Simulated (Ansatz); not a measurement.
# What a change does: band-structure calculation on GaN

System: GaN (Fm-3m, 2 atoms in the cell).
Method of the first run: DFT, r2SCAN with spin-orbit coupling, plane waves, PAW (Ansatz 0.2.0).

The structure was built on a prototype by a generator. The geometry comes from this level: r2SCAN (a point of a series of strains). Text and figures count atoms from 1; the logs count them from 0 in places.

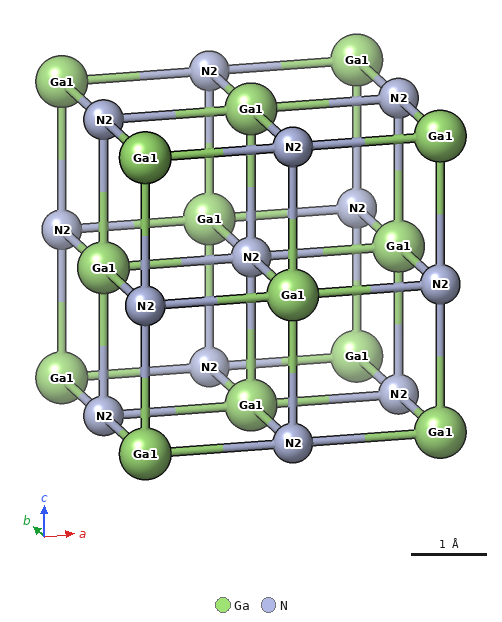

Figure 1. The input geometry (ball-and-stick view of the cell 4 times as large as that of the calculation, set on its symmetry axes, seen slightly off an axis; atoms are numbered from 1 in the order of the input). An atom can appear more than once, as a periodic image. Near neighbours in the periodic cell (some may lie outside the picture): Ga has 6 N at 2.05 Å; N has 6 Ga at 2.05 Å.

Input, the first run:
```yaml
crystal:
  lattice:
    - [0.0, 2.0452597773, 2.0452597773]
    - [2.0452597773, 0.0, 2.0452597773]
    - [2.0452597773, 2.0452597773, 0.0]
  atoms:
    - { symbol: Ga, position: [0.0, 0.0, 0.0] }
    - { symbol: "N", position: [0.5, 0.5, 0.5] }
kpoints:
  mp_grid: { grid: [10, 10, 10] }
  band_path:
    path:
      - [0.0, 0.0, 0.0]
      - [0.5, 0.0, 0.5]
      - [0.625, 0.25, 0.625]
      - [0.375, 0.375, 0.75]
      - [0.5, 0.5, 0.5]
      - [0.5, 0.25, 0.75]
      - [0.179687, 0.179688, 0.356771]
      - [0.0, 0.5, 0.5]
    npoints: 1
hamiltonian:
  xc: r2scan
scf:
  occupations: { method: fermi_dirac, width: 0.02 }
  n_extra_bands: 8
magnetization:
  noncollinear: true
  spin_orbit: true
output:
  forces: true
  stress: true
  eigenvalues: true
```

Hardware: 1 × NVIDIA H100 80GB HBM3, 2 threads of AMD EPYC (Zen 3), 1656 GiB of memory available, shared host.

Output, shortened to warnings, some set-up lines, iterations and results (the first run):
```
Basis set: ecut = 500 eV, 411 PW (Γ), exchange–correlation on 96×96×96 points (64 copies of the dense FFT grid, shifted against one another)
Symmetry: 48 space group operations + 48 with time reversal
k-points: 47 of 1000
Initial density: superposition of atomic densities (chi_scale 0.1, normalization cell, long waves kept (reshape's long-wave potential 0.00 eV rms))
[...]
SCF iter   1: F=—  HF=-4173.050235 eV  |F-HF|=—  |Δ(HF+E_count)|=         —  Δρ=1.29e-1  dr2=2.09e0  dr2_τ=8.33e-2  dr2_m=0.00e0 (ungated)  ethr=3.10e-3  |M|=0.00e0 …
SCF iter   2: F=—  HF=-4172.780508 eV  |F-HF|=—  |Δ(HF+E_count)|=   2.70e-1  Δρ=6.86e-2  dr2=3.73e-1  dr2_τ=6.37e-3  dr2_m=0.00e0 (ungated)  ethr=3.10e-3  |M|=0.00e0 …
SCF iter   3: F=—  HF=-4172.806155 eV  |F-HF|=—  |Δ(HF+E_count)|=   2.56e-2  Δρ=2.73e-2  dr2=4.29e-2  dr2_τ=8.24e-4  dr2_m=0.00e0 (ungated)  ethr=2.07e-3  |M|=0.00e0 …
SCF iter   4: F=—  HF=-4172.815891 eV  |F-HF|=—  |Δ(HF+E_count)|=   9.74e-3  Δρ=5.17e-3  dr2=2.85e-3  dr2_τ=6.12e-5  dr2_m=0.00e0 (ungated)  ethr=2.38e-4  |M|=0.00e0 …
SCF iter   5: F=—  HF=-4172.814808 eV  |F-HF|=—  |Δ(HF+E_count)|=   1.08e-3  Δρ=8.35e-4  dr2=9.08e-5  dr2_τ=3.11e-6  dr2_m=0.00e0 (ungated)  ethr=1.58e-5  |M|=0.00e0 …
SCF iter   6: F=—  HF=-4172.814907 eV  |F-HF|=—  |Δ(HF+E_count)|=   9.97e-5  Δρ=1.16e-4  dr2=6.15e-7  dr2_τ=3.16e-8  dr2_m=0.00e0 (ungated)  ethr=5.05e-7  |M|=0.00e0 …
SCF iter   7: F=-4172.814909 eV  HF=-4172.814909 eV  |F-HF|=4.90e-8  |Δ(HF+E_count)|=   1.24e-6  Δρ=2.39e-5  dr2=8.11e-8  dr2_τ=6.31e-10  dr2_m=0.00e0 (ungated)  …
SCF 1 converged in 7 iterations: F = -4172.814909 eV  dr2 = 8.11e-8
NSCF: frozen V_eff on 8 k-points
SCF converged after 7 iterations
Magnetization: |M| = 0.0000 μB,  M = (+0.0000, +0.0000, +0.0000) μB
Absolute magnetization: 0.0000 μB (∫|m|)
  site 0: m = (+0.0000, +0.0000, +0.0000) μB, |m| = 0.0000 μB  (R = 0.84 Å)
  site 1: m = (+0.0000, +0.0000, +0.0000) μB, |m| = 0.0000 μB  (R = 0.84 Å)
Free energy (F): -4172.814909 eV
Harris-Foulkes:  -4172.814909 eV  (|F-HF|=4.90e-8)
Internal energy: -4172.814909 eV  (E = F + TS)
E sigma→0 (E₀):  -4172.814909 eV
Fermi energy:    15.668628 eV
--- Per-component energies (eV) ---
  E_band       = 66.677906
  E_kinetic    = 253.176214
  E_local      = -1587.320393  (includes V_loc(G=0)·N_el)
  E_nonlocal   = 480.560410
  E_hartree    = 758.962995
  E_xc         = -123.216594
  E_vxc        = -145.381605  (∫ρ·V_xc dr)
  E_paw        = -2139.394256  (= ΣΔE_a)
  E_vpaw       = -459.929405  (= ΣTr[D̂ρ^β])
  E_aug_tail   = -0.000024  (compensation charges beyond the density's cutoff)
  E_vtau       = 7.643689  (kinetic-family band-sum trace: ∫τ·v_τ [+ j·A + Jᵃ·Aᵃ] dr)
  E_ewald      = -1814.914328
  E_core_change = -0.668935  (= ΣΔE_core)
  E_smearing   = -0.000000  (= −TS)
  E_closure    = -0.000000  (closes the sum)
  Σ components = -4172.814909   (vs F -4172.814909, Δ=0.00e0)
--- Forces (eV/Å), atoms counted from 1 ---
  atom   1  Ga     0.00000000    -0.00000000     0.00000000
  atom   2  N      0.00000000    -0.00000000    -0.00000000
  max |Σ_I F_I| component: 2.14e-29 eV/Å
--- Stress (GPa, compression-positive) ---
       27.319363      -0.000000      -0.000000
        0.000000      27.319363      -0.000000
        0.000000       0.000000      27.319363
  P = ⅓ Tr σ = 27.3194 GPa (273.194 kbar)
```

For the second run the input was changed thus:
```diff
-    - [0.0, 2.0452597773, 2.0452597773]
-    - [2.0452597773, 0.0, 2.0452597773]
-    - [2.0452597773, 2.0452597773, 0.0]
+    - [0.0, 2.1928558437, 2.1928558437]
+    - [2.1928558437, 0.0, 2.1928558437]
+    - [2.1928558437, 2.1928558437, 0.0]
-      - [0.179687, 0.179688, 0.356771]
+      - [0.0, 0.171875, -0.171875]
```

How does the second run compare with the first run?

With the same functional and potentials, the second run lies 25.4 meV per atom higher. The gap on the mesh goes from 1.85 to 0.39 eV. The pressure goes from 27.32 to −21.93 GPa. The volume per atom goes from 8.56 to 10.54 Å³. The number of SCF iterations is the same. The plane waves at Γ go from 411 to 531.

Output, shortened to warnings, some set-up lines, iterations and results (the second run):
```
Basis set: ecut = 500 eV, 531 PW (Γ), exchange–correlation on 96×96×96 points (64 copies of the dense FFT grid, shifted against one another)
Symmetry: 48 space group operations + 48 with time reversal
k-points: 47 of 1000
Initial density: superposition of atomic densities (chi_scale 0.1, normalization cell, long waves kept (reshape's long-wave potential 0.00 eV rms))
[...]
SCF iter   1: F=—  HF=-4172.922788 eV  |F-HF|=—  |Δ(HF+E_count)|=         —  Δρ=1.03e-1  dr2=1.56e0  dr2_τ=4.56e-2  dr2_m=0.00e0 (ungated)  ethr=3.10e-3  |M|=0.00e0 …
SCF iter   2: F=—  HF=-4172.751411 eV  |F-HF|=—  |Δ(HF+E_count)|=   1.71e-1  Δρ=5.86e-2  dr2=2.90e-1  dr2_τ=5.91e-3  dr2_m=0.00e0 (ungated)  ethr=3.10e-3  |M|=0.00e0 …
SCF iter   3: F=—  HF=-4172.763246 eV  |F-HF|=—  |Δ(HF+E_count)|=   1.18e-2  Δρ=2.49e-2  dr2=5.00e-2  dr2_τ=9.87e-4  dr2_m=0.00e0 (ungated)  ethr=1.61e-3  |M|=0.00e0 …
SCF iter   4: F=—  HF=-4172.764775 eV  |F-HF|=—  |Δ(HF+E_count)|=   1.53e-3  Δρ=4.12e-3  dr2=2.46e-3  dr2_τ=4.65e-5  dr2_m=0.00e0 (ungated)  ethr=2.78e-4  |M|=0.00e0 …
SCF iter   5: F=—  HF=-4172.764043 eV  |F-HF|=—  |Δ(HF+E_count)|=   7.32e-4  Δρ=7.32e-4  dr2=8.20e-5  dr2_τ=2.31e-6  dr2_m=0.00e0 (ungated)  ethr=1.37e-5  |M|=0.00e0 …
SCF iter   6: F=—  HF=-4172.764070 eV  |F-HF|=—  |Δ(HF+E_count)|=   2.73e-5  Δρ=1.60e-4  dr2=3.17e-6  dr2_τ=6.48e-8  dr2_m=0.00e0 (ungated)  ethr=4.56e-7  |M|=0.00e0 …
SCF iter   7: F=-4172.764072 eV  HF=-4172.764072 eV  |F-HF|=3.52e-9  |Δ(HF+E_count)|=   1.45e-6  Δρ=1.66e-5  dr2=1.68e-8  dr2_τ=6.28e-10  dr2_m=0.00e0 (ungated)  …
SCF 1 converged in 7 iterations: F = -4172.764072 eV  dr2 = 1.68e-8
NSCF: frozen V_eff on 8 k-points
SCF converged after 7 iterations
Magnetization: |M| = 0.0000 μB,  M = (+0.0000, +0.0000, +0.0000) μB
Absolute magnetization: 0.0000 μB (∫|m|)
  site 0: m = (+0.0000, +0.0000, +0.0000) μB, |m| = 0.0000 μB  (R = 0.90 Å)
  site 1: m = (+0.0000, +0.0000, +0.0000) μB, |m| = 0.0000 μB  (R = 0.90 Å)
Free energy (F): -4172.764072 eV
Harris-Foulkes:  -4172.764072 eV  (|F-HF|=3.52e-9)
Internal energy: -4172.764071 eV  (E = F + TS)
E sigma→0 (E₀):  -4172.764072 eV
Entropy (-TS):   -0.000000 eV (-0.000 meV/atom)
Fermi energy:    11.298821 eV
--- Per-component energies (eV) ---
  E_band       = 5.494925
  E_kinetic    = 243.242229
  E_local      = -1761.999847  (includes V_loc(G=0)·N_el)
  E_nonlocal   = 478.859742
  E_hartree    = 818.835559
  E_xc         = -119.721226
  E_vxc        = -140.539986  (∫ρ·V_xc dr)
  E_paw        = -2138.554931  (= ΣΔE_a)
  E_vpaw       = -459.231513  (= ΣTr[D̂ρ^β])
  E_aug_tail   = -0.000030  (compensation charges beyond the density's cutoff)
  E_vtau       = 7.493558  (kinetic-family band-sum trace: ∫τ·v_τ [+ j·A + Jᵃ·Aᵃ] dr)
  E_ewald      = -1692.756632
  E_core_change = -0.668935  (= ΣΔE_core)
  E_smearing   = -0.000000  (= −TS)
  E_closure    = -0.000000  (closes the sum)
  Σ components = -4172.764072   (vs F -4172.764072, Δ=0.00e0)
--- Forces (eV/Å), atoms counted from 1 ---
  atom   1  Ga     0.00000000     0.00000000    -0.00000000
  atom   2  N      0.00000000    -0.00000000     0.00000000
  max |Σ_I F_I| component: 1.62e-29 eV/Å
--- Stress (GPa, compression-positive) ---
      -21.934249       0.000000      -0.000000
        0.000000     -21.934249      -0.000000
       -0.000000       0.000000     -21.934249
  P = ⅓ Tr σ = -21.9342 GPa (-219.342 kbar)
```

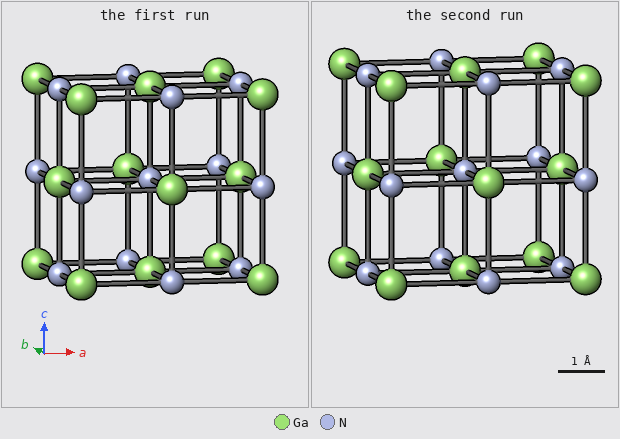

Figure 2. The two input geometries at one scale (ball-and-stick view of the cell 4 times as large as that of the calculation, set on its symmetry axes, seen slightly off an axis). The atoms keep their places relative to the cell (all moves are under 0.005 Å). The volume changes by +23.2 %, with a = b = c 4.091 → 4.386 Å (+7.2 %). Among the contacts that change: Ga–N 2.045 → 2.193 Å.

The two runs side by side:

```tsv
quantity	the first run	the second run
outcome	converged	converged
free energy per atom (eV)	−2086.4075	−2086.3820
gap on the mesh (eV)	1.85	0.39
net moment of the cell (μB)	0.00	0.00
absolute moment of the cell (μB)	0.00	0.00
pressure (GPa)	27.32	−21.93
volume per atom (Å³)	8.56	10.54
largest force (eV/Å)	0.000	0.000
SCF iterations	7	7
irreducible k-points	47	47
plane waves at Γ	411	531
wall time (shared host)	9.7 s	8.4 s
```

For the first run: The cell is under a pressure of 27 GPa at this level, so it is not at its equilibrium volume. For the second run: The cell is under a tension of 22 GPa at this level, so it is not at its equilibrium volume.
